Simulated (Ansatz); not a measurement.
Read the following structure.

```yaml
crystal:
  lattice:
    - [2.82220, 0.00000, 0.00000]
    - [-1.41110, 2.44410, 0.00000]
    - [0.00000, 0.00000, 45.10169]
  atoms:
    - { symbol: Al, position: [0.33333, 0.66667, 0.16629] }
    - { symbol: Al, position: [0.00000, 0.00000, 0.21763] }
    - { symbol: Al, position: [0.66667, 0.33333, 0.26897] }
    - { symbol: Al, position: [0.00000, 0.00000, 0.32031] }
    - { symbol: Al, position: [0.33333, 0.66667, 0.37165] }
    - { symbol: Al, position: [0.00000, 0.00000, 0.42299] }
    - { symbol: Al, position: [0.66667, 0.33333, 0.47433] }
    - { symbol: Al, position: [0.00000, 0.00000, 0.52567] }
    - { symbol: Al, position: [0.33333, 0.66667, 0.57701] }
    - { symbol: Al, position: [0.00000, 0.00000, 0.62835] }
    - { symbol: Al, position: [0.66667, 0.33333, 0.67969] }
    - { symbol: Al, position: [0.00000, 0.00000, 0.73103] }
    - { symbol: Al, position: [0.33333, 0.66667, 0.78237] }
    - { symbol: Al, position: [0.00000, 0.00000, 0.83371] }
```

Describe what this structure looks like.

The element is aluminium. The cell holds 14 atoms. Neighbours within bonding distance: Al 9 to 12 (mean 11.6). The bonds build Al layers parallel to (001).

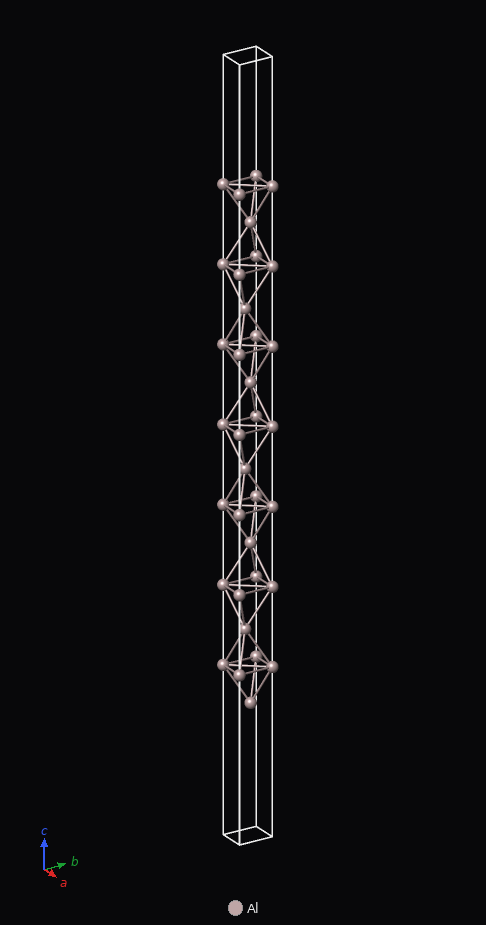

Shown here is a ball-and-stick view of the crystal, taken slightly off an axis. One simulation cell is outlined, and atoms on its boundary appear in each equivalent place. Colours: aluminium light grey.

Its origin is a structure listed in the Materials Project, from which a slab was cut. Earlier steps of the study may have refined or changed the cell and positions. A calculation with Ansatz used it as input.
